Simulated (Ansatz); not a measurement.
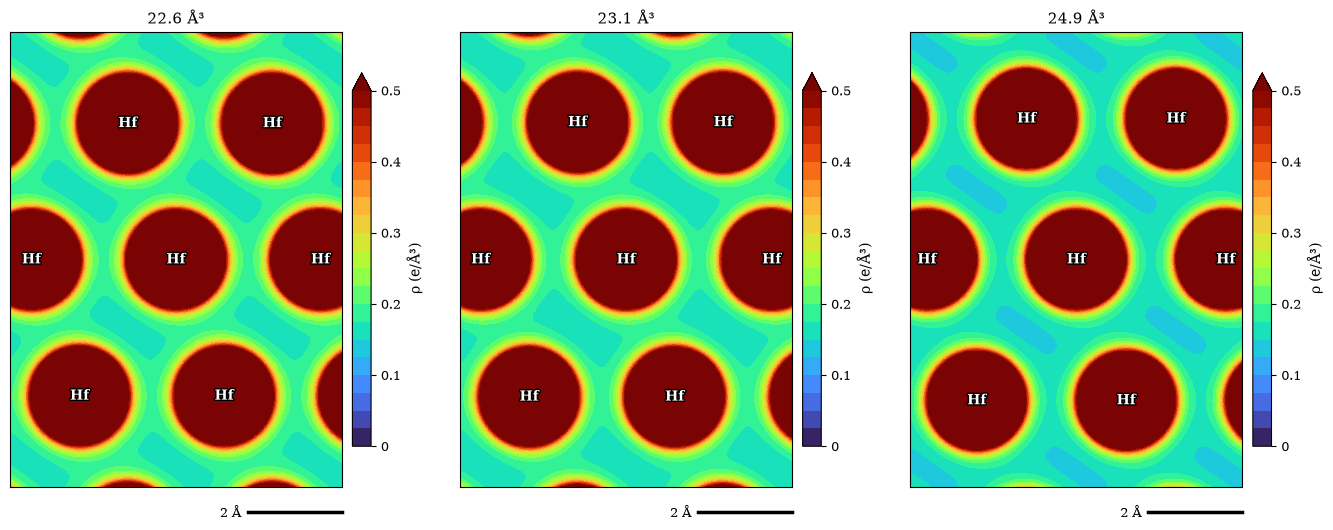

Hf. The valence charge density (pseudo) of cells scaled evenly to different volumes (given per atom above each panel), on the (001) plane of each (indices in the axes of the cell below), at one length scale and on one colour scale.

These are results of Ansatz 0.2.0, Kohn-Sham DFT of a periodic cell, PBE, Ansatz PAW, not measurements.

In a PAW calculation such maps are meaningful between the atoms, not at the nuclei.

The largest cell:

```cif
data_structure
_symmetry_space_group_name_H-M 'P 1'
_symmetry_Int_Tables_number 1
_cell_length_a 3.1877
_cell_length_b 3.1877
_cell_length_c 3.1877
_cell_angle_alpha 109.471
_cell_angle_beta 109.471
_cell_angle_gamma 109.471
_cell_volume 24.93
loop_
_atom_site_label
_atom_site_type_symbol
_atom_site_fract_x
_atom_site_fract_y
_atom_site_fract_z
_atom_site_occupancy
Hf1 Hf 0.00000 0.00000 0.00000 1
```

| volume (Å³/atom) | Hf–Hf contact in the plane (Å) | ρ at its midpoint (e/Å³) | pressure (GPa) | 
| --- | --- | --- | --- |
| 22.58 | 3.084 | 0.193 | −1.2 | 
| 23.05 | 3.105 | 0.188 | −3.1 | 
| 23.52 | 3.126 | ? | ? | 
| 24.93 | 3.188 | 0.170 | −9.3 | 

Estimate the missing row, and compare with the calculation.

Answer. Over the known rows ln ρ falls by 1.22 per Å of Hf–Hf distance (a least-squares line), which gives 0.183 e/Å³ at 3.126 Å; the calculation gives 0.183 e/Å³. For the pressure, a straight line in volume between the neighbouring rows gives −4.6 GPa; the calculation gives −4.9.
